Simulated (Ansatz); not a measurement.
# C: geometry relaxation

System: C (8 atoms in the cell).
Method: DFT PBE, scalar-relativistic, plane waves, PAW, no spin polarisation (Ansatz 0.2.0).

The structure was made by a generator, so it may or may not be a known phase.

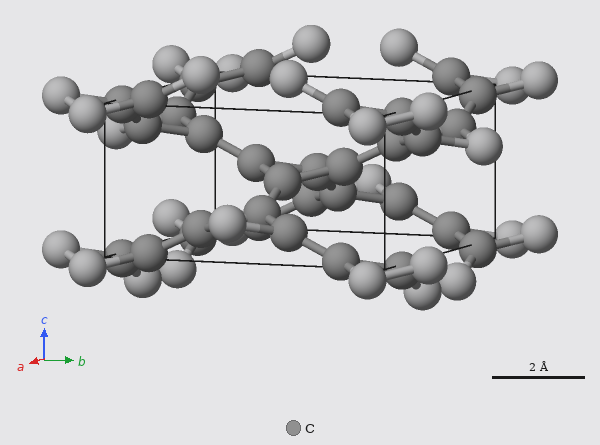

Fig. 1: The input geometry (ball-and-stick view of the cell 2 times as large as that of the calculation, set on its symmetry axes, seen slightly off an axis; neighbours outside the cell are drawn fainter). Near neighbours in the crystal (not all of them lie inside the picture): C has 3 C at 1.36 to 1.48 Å.

The input
```yaml
crystal:
  lattice:
    - [-3.2929256395, 3.2929256395, 1.6953441624]
    - [3.2929256395, -3.2929256395, 1.6953441624]
    - [3.2929256395, 3.2929256395, -1.6953441624]
  atoms:
    - { symbol: C, position: [0.8820761512, 0.038784261, 0.8432918902] }
    - { symbol: C, position: [0.1954923708, 0.038784261, 0.1567081098] }
    - { symbol: C, position: [0.788784261, 0.4454923708, 0.6567081098] }
    - { symbol: C, position: [0.788784261, 0.1320761512, 0.3432918902] }
    - { symbol: C, position: [0.5545076292, 0.211215739, 0.3432918902] }
    - { symbol: C, position: [0.8679238488, 0.211215739, 0.6567081098] }
    - { symbol: C, position: [0.961215739, 0.8045076292, 0.8432918902] }
    - { symbol: C, position: [0.961215739, 0.1179238488, 0.1567081098] }
basis:
  ecutwfc: 420
kpoints:
  mp_grid: { grid: [12, 12, 12] }
hamiltonian:
  xc: pbe
scf:
  occupations: { method: gaussian, width: 0.01 }
output:
  forces: true
  stress: true
  eigenvalues: true
relax:
  adjacent_minimum: "off"
  f_tol: 0.01
  max_steps: 80
  cell: { stress_tol: 0.05 }
```

Command:
```bash
ansatz run input.yaml --threads 1 --pin off --max-ram 2560MiB --backend cpu --events-out ev --progress --plain --runs-dir out
```

The program's output
```
Engine: ansatz 0.2.0, aarch64-unknown-linux-gnu
Pseudopotentials: kind: paw
Pseudopotential: C, paw, valence charge 4, recommended cutoff 420 eV (normal), C.paw.azcp
Functional definition: PBE
  parameter kappa = 0.804
  parameter beta = 0.06672455060314922
  exchange = pbe_x(kappa = kappa, mu = beta*pi^2/3)
  correlation = pbe_c(beta = beta)
Crystal: 8 atoms, lattice volume = 73.533 Å³
Basis set: ecut = 420 eV, 1477 PW (Γ), exchange–correlation on 72×72×72 points (8 copies of the dense FFT grid, shifted against one another)
Bands: 24, of which v1, the nominal top of the filled ones, is band 16 counted from 1 (15 counted from 0)
Symmetry: 16 space group operations
Space group: I41/amd (ITA 141), of the structure as read, at distance tolerance 4.2e-5 Å
k-points: 163 of 1728
Non-local potential: C, projectors of the file, l = 0: 2, l = 1: 2, l = 2: 1
PAW form: soft (Blöchl's): semilocal exchange-correlation on the pseudo side does not see the compensation charge
PAW one-centre angular grid: C, 110 points (default); XC on 64 Gauss nodes
Initial density: superposition of atomic densities (neutral atoms: chi_scale 0, normalization atom), corrected by the library's trained network
Initial wavefunctions: pseudopotential atomic-orbital guess
Functional: x = pbe(κ = 0.804, μ = 0.2195149727645171), c = pbe(β = 0.06672455060314922)
SCF iter   1: F=—  HF=-2002.083874 eV  |F-HF|=—  |Δ(HF+E_count)|=         —  Δρ=1.21e-2  dr2=4.87e-2  ethr=1.77e-3  ⟨swp⟩=6.5  Hψ=19543  notcnv=0
preconditioner: auto → none  [insulator: Δε(μ)=0.105 eV  Ē_g=14.451 eV  σ=0.010 eV  W_gap=1.00  n_scr=16 (ndim 8)  ℏωp=24.5 eV  f_vac=0.009  D(μ)=0.00/eV (n_scr^D=0)  ε∞_Penn≈3.9]
SCF iter   2: F=—  HF=-2002.073921 eV  |F-HF|=—  |Δ(HF+E_count)|=   9.95e-3  Δρ=5.22e-3  dr2=7.56e-3  ethr=1.52e-4  ⟨swp⟩=2.4  Hψ=6970  notcnv=0  defer=342
SCF iter   3: F=—  HF=-2002.073208 eV  |F-HF|=—  |Δ(HF+E_count)|=   7.14e-4  Δρ=6.41e-4  dr2=9.39e-5  ethr=2.36e-5  ⟨swp⟩=2.9  Hψ=7046  notcnv=0  defer=342
SCF iter   4: F=—  HF=-2002.073246 eV  |F-HF|=—  |Δ(HF+E_count)|=   3.82e-5  Δρ=1.06e-4  dr2=2.74e-6  ethr=2.94e-7  ⟨swp⟩=2.6  Hψ=6017  notcnv=0  defer=342
iter 5 did not close the SCF: its close was put off for the readings that it lacked (scf_convergence_deferred on its scf_iter line)
SCF iter   5: F=-2002.073248 eV  HF=-2002.073248 eV  |F-HF|=3.82e-8  |Δ(HF+E_count)|=   2.10e-6  Δρ=1.29e-5  dr2=3.98e-8  ethr=8.55e-9  ⟨swp⟩=2.5  Hψ=6141  notcnv=0  defer=342
SCF iter   6: F=-2002.073248 eV  HF=-2002.073248 eV  |F-HF|=4.11e-10  |Δ(HF+E_count)|=   4.42e-8  Δρ=1.34e-6  dr2=5.83e-10  ethr=1.24e-10  ⟨swp⟩=7.9  Hψ=18307  notcnv=0
SCF 1 converged in 6 iterations: F = -2002.073248 eV  dr2 = 5.83e-10
  greatest PAW one-centre occupation: 0.669 electrons in one spin orbital (limit 2), on the C atom at site 7 (counted from 0), in its partial waves of l = 0
relax step   1: F+E_penalty+E_count = -2002.07324786 eV  Δ(F+E_penalty+E_count) = +0.000e0 eV  max|allowed force component| = 1.097e-2 eV/Å  Δτ_max = 0.0000 Å  P = -0.083 GPa  Ω = 73.533 Å³  (6 SCF iters, dr2 threshold 1.00e-7 eV, accepted)
Crystal: 8 atoms, lattice volume = 73.411 Å³
Basis set: ecut = 420 eV, 1461 PW (Γ), exchange–correlation on 72×72×72 points (8 copies of the dense FFT grid, shifted against one another)
Initial density: handed on by an earlier stage of this run
Initial wavefunctions: those handed on with the density
iter 1 solved again at ethr=2.51e-7 eV; its pass at ethr=3.10e-3 eV (dr2=8.05e-5 eV) is discarded
SCF iter   1: F=—  HF=-2002.073674 eV  |F-HF|=—  |Δ(HF+E_count)|=         —  Δρ=2.57e-4  dr2=5.66e-5  ethr=2.51e-7  ⟨swp⟩=3.5  Hψ=24527  notcnv=0
preconditioner: auto → none  [insulator: Δε(μ)=0.104 eV  Ē_g=14.468 eV  σ=0.010 eV  W_gap=1.00  n_scr=16 (ndim 8)  ℏωp=24.5 eV  f_vac=0.010  D(μ)=0.00/eV (n_scr^D=0)  ε∞_Penn≈3.9]
SCF iter   2: F=—  HF=-2002.073672 eV  |F-HF|=—  |Δ(HF+E_count)|=   1.78e-6  Δρ=8.88e-5  dr2=3.78e-6  ethr=1.77e-7  ⟨swp⟩=2.4  Hψ=5894  notcnv=0
SCF iter   3: F=—  HF=-2002.073671 eV  |F-HF|=—  |Δ(HF+E_count)|=   1.58e-6  Δρ=2.90e-5  dr2=2.28e-7  ethr=1.18e-8  ⟨swp⟩=2.3  Hψ=6385  notcnv=0
SCF iter   4: F=-2002.073671 eV  HF=-2002.073671 eV  |F-HF|=7.18e-9  |Δ(HF+E_count)|=   1.94e-7  Δρ=5.22e-6  dr2=8.10e-9  ethr=7.26e-11  ⟨swp⟩=5.9  Hψ=16334  notcnv=0
SCF 2 converged in 4 iterations: F = -2002.073671 eV  dr2 = 8.10e-9
relax step   2: F+E_penalty+E_count = -2002.07367103 eV  Δ(F+E_penalty+E_count) = -4.232e-4 eV  max|allowed force component| = 1.030e-2 eV/Å  Δτ_max = 0.0002 Å  P = -0.004 GPa  Ω = 73.411 Å³  energy of the carried Pulay correction = +4.018e-4 eV  (4 SCF iters, dr2 threshold 2.32e-8 eV, accepted)
Crystal: 8 atoms, lattice volume = 73.450 Å³
iter 1 solved again at ethr=2.10e-8 eV; its pass at ethr=3.10e-3 eV (dr2=6.73e-6 eV) is discarded
SCF iter   1: F=—  HF=-2002.073545 eV  |F-HF|=—  |Δ(HF+E_count)|=         —  Δρ=7.88e-5  dr2=4.29e-6  ethr=2.10e-8  ⟨swp⟩=3.2  Hψ=24065  notcnv=0
preconditioner: auto → none  [insulator: Δε(μ)=0.104 eV  Ē_g=14.467 eV  σ=0.010 eV  W_gap=1.00  n_scr=16 (ndim 8)  ℏωp=24.5 eV  f_vac=0.011  D(μ)=0.00/eV (n_scr^D=0)  ε∞_Penn≈3.9]
SCF iter   2: F=—  HF=-2002.073556 eV  |F-HF|=—  |Δ(HF+E_count)|=   1.17e-5  Δρ=3.08e-5  dr2=3.90e-7  ethr=1.34e-8  ⟨swp⟩=2.6  Hψ=6535  notcnv=0
SCF iter   3: F=—  HF=-2002.073556 eV  |F-HF|=—  |Δ(HF+E_count)|=   4.51e-8  Δρ=7.98e-6  dr2=1.60e-8  ethr=1.22e-9  ⟨swp⟩=2.8  Hψ=6420  notcnv=0
SCF iter   4: F=-2002.073556 eV  HF=-2002.073556 eV  |F-HF|=2.94e-10  |Δ(HF+E_count)|=   1.35e-8  Δρ=1.41e-6  dr2=6.94e-10  ethr=2.89e-11  ⟨swp⟩=4.3  Hψ=12320  notcnv=0
SCF 3 converged in 4 iterations: F = -2002.073556 eV  dr2 = 6.94e-10
relax step   3: F+E_penalty+E_count = -2002.07355636 eV  Δ(F+E_penalty+E_count) = +1.147e-4 eV  max|allowed force component| = 4.494e-3 eV/Å  Δτ_max = 0.0001 Å  P = -0.011 GPa  Ω = 73.450 Å³  energy of the carried Pulay correction = +2.745e-4 eV  (4 SCF iters, dr2 threshold 9.25e-9 eV, accepted)
Initial wavefunctions: pseudopotential atomic-orbital guess (no wavefunctions were taken with the density)
iter 1 solved again at ethr=3.97e-8 eV; its pass at ethr=3.10e-3 eV (dr2=1.27e-5 eV) is discarded
SCF iter   1: F=—  HF=-2002.073262 eV  |F-HF|=—  |Δ(HF+E_count)|=         —  Δρ=7.84e-6  dr2=6.07e-9  ethr=3.97e-8  ⟨swp⟩=3.3  Hψ=32233  notcnv=0
SCF iter   2: F=—  HF=-2002.073274 eV  |F-HF|=—  |Δ(HF+E_count)|=   1.24e-5  Δρ=3.91e-6  dr2=1.40e-9  ethr=1.90e-11  ⟨swp⟩=3.0  Hψ=8203  notcnv=0
SCF iter   3: F=-2002.073274 eV  HF=-2002.073274 eV  |F-HF|=1.52e-11  |Δ(HF+E_count)|=   9.20e-9  Δρ=4.03e-7  dr2=6.58e-11  ethr=1.00e-12  ⟨swp⟩=4.0  Hψ=16928  notcnv=0
SCF 4 converged in 3 iterations: F = -2002.073274 eV  dr2 = 6.58e-11
  greatest PAW one-centre occupation: 0.669 electrons in one spin orbital (limit 2), on the C atom at site 6 (counted from 0), in its partial waves of l = 0
relax step   4: F+E_penalty+E_count = -2002.07327408 eV  Δ(F+E_penalty+E_count) = +2.823e-4 eV  max|allowed force component| = 4.458e-3 eV/Å  Δτ_max = 0.0000 Å  P = -0.017 GPa  Ω = 73.450 Å³  stress off target by 3.98e-2 GPa  SCF on the basis re-selected at this cell (its energy is not comparable with the rows above)  (3 SCF iters)
```

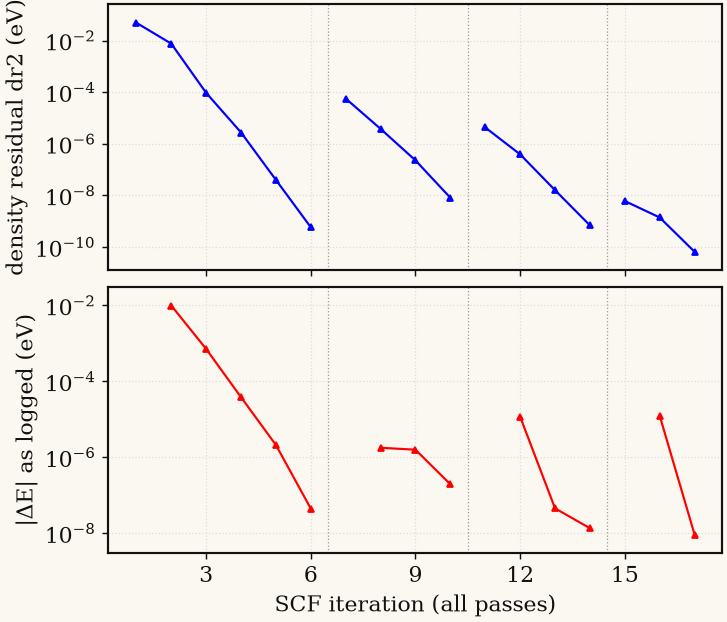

Fig. 2: Convergence of the self-consistent field: density residual dr2 and size of the energy change against the SCF iteration. The dotted lines part the SCF passes of the relaxation: geometry steps, rejected trials and re-solves on a re-selected basis. The passes take 6, 4, 4 and 3 iterations.

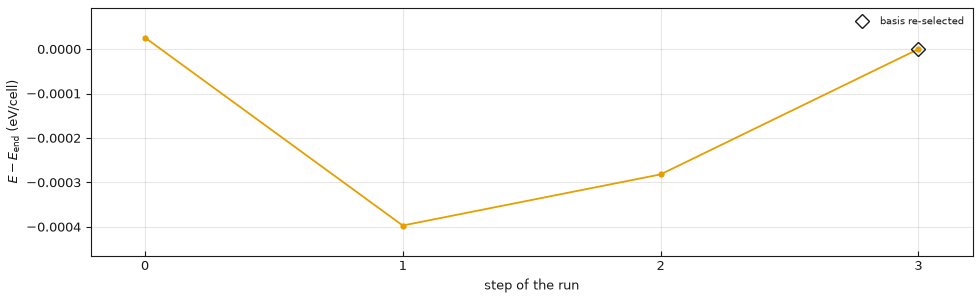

Fig. 3: Progress of the relaxation, step by step (the first geometry is step 0 here and step 1 in the log). No atom moves by more than 0.005 Å relative to the cell. After 2 geometry steps the energy has fallen by 0.3 meV per cell of the calculation. The largest force component goes from 0.011 to 0.0045 eV/Å. Pressure: −0.08 GPa at the start and −0.02 GPa at the end. A last SCF at the same geometry on a re-selected plane-wave basis shifts the energy by +0.3 meV per cell of the calculation.

```
basis re-selected at this cell: Δ(F+E_penalty+E_count) = +2.823e-4 eV, ΔP = -0.006 GPa vs the last step (what re-selecting the basis moved, of the pressure what is left beyond the Pulay correction that the steps carried, after the strain that the cell walked since its last selection, with what the two solves' SCF thresholds leave and, on support functions, any second-order correction that the steps lacked; it is no measure of the basis error at this ecutwfc). This SCF's stress stands 3.98e-2 GPa from its target on what of the cell is left free (relax.cell.stress_tol is 5.00e-2 GPa) and its largest allowed force component is 4.46e-3 eV/Å (relax.f_tol is 1.00e-2 eV/Å): within both
SCF converged after 3 iterations
Free energy (F): -2002.073274 eV
Harris-Foulkes:  -2002.073274 eV  (|F-HF|=1.52e-11)
Internal energy: -2002.073274 eV  (E = F + TS)
E sigma→0 (E₀):  -2002.073274 eV
Fermi energy:    6.430674 eV
--- Per-component energies (eV) ---
  E_band       = -76.077254
  E_kinetic    = 720.295084
  E_local      = -1172.574387  (includes V_loc(G=0)·N_el)
  E_nonlocal   = 218.062326
  E_hartree    = 341.731801
  E_xc         = -381.489595
  E_vxc        = -472.107202  (∫ρ·V_xc dr)
  E_paw        = -793.795377  (= ΣΔE_a)
  E_vpaw       = -53.216825  (= ΣTr[D̂ρ^β])
  E_aug_tail   = 0.000060  (compensation charges beyond the density's cutoff)
  E_ewald      = -934.303187
  E_smearing   = -0.000000  (= −TS)
  E_closure    = 0.000000  (closes the sum)
  Σ components = -2002.073274   (vs F -2002.073274, Δ=0.00e0)
--- Forces (eV/Å), atoms counted from 1 ---
  atom   1  C     -0.00000000     0.00445794    -0.00016813
  atom   2  C      0.00000000    -0.00445794    -0.00016813
  atom   3  C     -0.00445794    -0.00000000    -0.00016813
  atom   4  C      0.00445794     0.00000000    -0.00016813
  atom   5  C      0.00000000     0.00445794     0.00016813
  atom   6  C     -0.00000000    -0.00445794     0.00016813
  atom   7  C      0.00445794     0.00000000     0.00016813
  atom   8  C     -0.00445794    -0.00000000     0.00016813
  max |Σ_I F_I| component: 7.46e-17 eV/Å
--- Stress (GPa, compression-positive) ---
       -0.039780       0.000000      -0.000000
        0.000000      -0.039780      -0.000000
       -0.000000      -0.000000       0.028499
  P = ⅓ Tr σ = -0.0170 GPa (-0.170 kbar)
--- Band table (eV; the first three rows and the last of 163) ---
  k-point 0: bands = ["-13.0546", "-10.8243", "-8.0956", "-8.0956", "-5.3524", "-4.1062", "-2.9772", "-2.9772", "-2.2738", "0.9078", "2.3815", "2.3815", "3.9532", "4.1671", "4.9462", "4.9462", "6.6332", "10.0991", "10.0991", "11.2021", "12.9868", "12.9868", "13.1163", "14.7422"]
  k-point 1: bands = ["-13.0290", "-10.8921", "-8.0692", "-8.0291", "-5.4742", "-4.3193", "-2.8209", "-2.7618", "-2.2088", "0.9260", "2.3029", "2.3306", "3.8386", "3.8533", "4.9688", "5.3035", "6.6073", "10.0623", "10.1431", "11.1919", "12.9914", "13.1107", "13.1251", "14.7491"]
  k-point 2: bands = ["-12.9525", "-11.0751", "-7.9900", "-7.8470", "-5.7688", "-4.7413", "-2.4242", "-2.3364", "-2.0215", "0.9778", "2.0777", "2.1892", "3.3665", "3.5200", "5.0363", "5.9181", "6.5249", "9.9501", "10.2801", "11.1918", "13.0049", "13.1427", "13.4242", "14.7533"]
  k-point 162: bands = ["-11.9833", "-11.9833", "-8.7028", "-8.7028", "-4.5797", "-4.5797", "-1.3641", "-1.3641", "0.5584", "0.5584", "0.7144", "0.7144", "1.8496", "1.8496", "5.1265", "5.1265", "10.4700", "10.4700", "10.5068", "10.5068", "11.8873", "11.8873", "14.2115", "14.2115"]
--- Relaxed structure (3 steps of the walk, 3 accepted, 1 SCFs on fresh bases) ---
  F+E_penalty+E_count = -2002.07327408 eV   max|allowed force component| = 4.458e-3 eV/Å   (the final SCF, on the basis selected at the relaxed cell)
  cell:  # Å, volume = 73.4496 Å³
    - [-3.293072653464676, 3.293072653464676, 1.6932729279706276]
    - [3.293072653464676, -3.293072653464676, 1.6932729279706276]
    - [3.293072653464676, 3.293072653464676, -1.6932729279706276]
  atoms:
    - { symbol: C, position: [0.8820702089035168, 0.038758169052941334, 0.8433120398505755] }
    - { symbol: C, position: [0.19544612920236593, 0.038758169052941285, 0.1566879601494246] }
    - { symbol: C, position: [0.7887581690529413, 0.4454461292023659, 0.6566879601494247] }
    - { symbol: C, position: [0.7887581690529413, 0.13207020890351673, 0.34331203985057546] }
    - { symbol: C, position: [0.5545538707976341, 0.21124183094705867, 0.34331203985057546] }
    - { symbol: C, position: [0.8679297910964833, 0.21124183094705873, 0.6566879601494245] }
    - { symbol: C, position: [0.9612418309470588, 0.8045538707976341, 0.8433120398505755] }
    - { symbol: C, position: [0.9612418309470588, 0.11792979109648322, 0.1566879601494246] }
```

Trajectory as extended XYZ (Å, eV, eV/Å), 4 frames, from step=1 to step=4
```
8
Lattice="-3.2929 3.2929 1.6953 3.2929 -3.2929 1.6953 3.2929 3.2929 -1.6953" Properties=species:S:1:pos:R:3:forces:R:3 step=1 energy=-2002.07325 pressure_GPa=-0.08
C     0.0000    5.5538    0.1315    0.0000   0.0110  -0.0034
C     0.0000    1.0321    0.1315    0.0000  -0.0110  -0.0034
C     1.0321    3.2929    0.9792   -0.0110   0.0000  -0.0034
C    -1.0321    3.2929    0.9792    0.0110   0.0000  -0.0034
C     0.0000    2.2609    0.7162    0.0000   0.0110   0.0034
C     0.0000    4.3250    0.7162    0.0000  -0.0110   0.0034
C     2.2609    3.2929    1.5638    0.0110   0.0000   0.0034
C    -2.2609    3.2929    1.5638   -0.0110   0.0000   0.0034
8
Lattice="-3.2933 3.2933 1.6922 3.2933 -3.2933 1.6922 3.2933 3.2933 -1.6922" Properties=species:S:1:pos:R:3:forces:R:3 step=2 energy=-2002.07367 pressure_GPa=-0.00
C     0.0000    5.5545    0.1311    0.0000   0.0103   0.0006
C     0.0000    1.0321    0.1311    0.0000  -0.0103   0.0006
C     1.0321    3.2933    0.9772   -0.0103   0.0000   0.0006
C    -1.0321    3.2933    0.9772    0.0103   0.0000   0.0006
C     0.0000    2.2612    0.7150    0.0000   0.0103  -0.0006
C     0.0000    4.3254    0.7150    0.0000  -0.0103  -0.0006
C     2.2612    3.2933    1.5611    0.0103   0.0000  -0.0006
C    -2.2612    3.2933    1.5611   -0.0103   0.0000  -0.0006
8
Lattice="-3.2931 3.2931 1.6933 3.2931 -3.2931 1.6933 3.2931 3.2931 -1.6933" Properties=species:S:1:pos:R:3:forces:R:3 step=3 energy=-2002.07356 pressure_GPa=-0.01
C     0.0000    5.5542    0.1313    0.0000   0.0045  -0.0002
C     0.0000    1.0320    0.1313    0.0000  -0.0045  -0.0002
C     1.0320    3.2931    0.9779   -0.0045   0.0000  -0.0002
C    -1.0320    3.2931    0.9779    0.0045   0.0000  -0.0002
C     0.0000    2.2611    0.7154    0.0000   0.0045   0.0002
C     0.0000    4.3250    0.7154    0.0000  -0.0045   0.0002
C     2.2611    3.2931    1.5620    0.0045   0.0000   0.0002
C    -2.2611    3.2931    1.5620   -0.0045   0.0000   0.0002
8
Lattice="-3.2931 3.2931 1.6933 3.2931 -3.2931 1.6933 3.2931 3.2931 -1.6933" Properties=species:S:1:pos:R:3:forces:R:3 step=4 energy=-2002.07327 pressure_GPa=-0.02
C     0.0000    5.5542    0.1313    0.0000   0.0045  -0.0002
C     0.0000    1.0320    0.1313    0.0000  -0.0045  -0.0002
C     1.0320    3.2931    0.9779   -0.0045   0.0000  -0.0002
C    -1.0320    3.2931    0.9779    0.0045   0.0000  -0.0002
C     0.0000    2.2611    0.7154    0.0000   0.0045   0.0002
C     0.0000    4.3250    0.7154    0.0000  -0.0045   0.0002
C     2.2611    3.2931    1.5620    0.0045   0.0000   0.0002
C    -2.2611    3.2931    1.5620   -0.0045   0.0000   0.0002
```

Results in brief

```csv
quantity,value
outcome,converged
space group (tolerance 0.01 Å),I4₁/amd (141)
electrons treated,32
free energy,−2002.0733 eV
Fermi energy,6.431 eV
gap on the k-point mesh,0.10 eV
pressure,−0.02 GPa
final volume,73.45 Å³
largest force (length of the vector) at the end,0.004 eV/Å
final cell,"a = 4.955 Å, b = 4.955 Å, c = 4.955 Å, α = 96.71°, β = 96.71°, γ = 140.04°"
hardware,"1 thread of Arm Neoverse V1, 24 GiB of memory available, shared host"
wall time,59 s
peak memory,0.5 GiB
```
